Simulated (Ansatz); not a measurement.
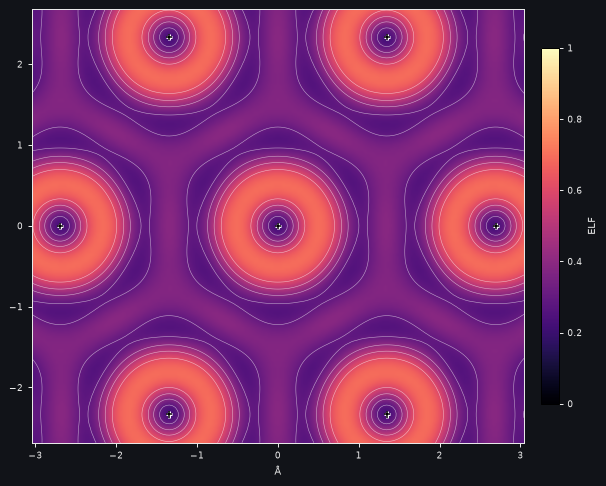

The ELF on a plane through atoms (crosses mark nuclei in the plane).

The calculation used DFT, PBE, PAW with Ansatz's default frozen-core files, scalar-relativistic in Ansatz 0.2.0.

Candidates:
A. TaN, a = 5.22 Å, b = 5.22 Å, c = 2.93 Å, α = 90.00°, β = 90.00°, γ = 120.00°. Space group P6/mmm; computed pressure about 4 GPa in this cell.
B. Os, a = 3.81 Å, b = 3.81 Å, c = 3.81 Å, α = 90.00°, β = 90.00°, γ = 90.00°. Space group Fm-3m; computed pressure about 15 GPa in this cell; computed without spin polarisation.
C. Si2Mo, a = 4.48 Å, b = 4.57 Å, c = 4.47 Å, α = 90.00°, β = 118.45°, γ = 90.00°. Space group C2/m; changed on purpose from its base cell (equal xy, yz and zx shear strains of -2 %, PAW files); computed pressure about 3 GPa in this cell; computed without spin polarisation.

### Which system is this?

Candidate B: Os on the (111) plane of the conventional cell, which holds Os. Os–Os (2.69 Å): the ELF is about 0.40 at the midpoint.
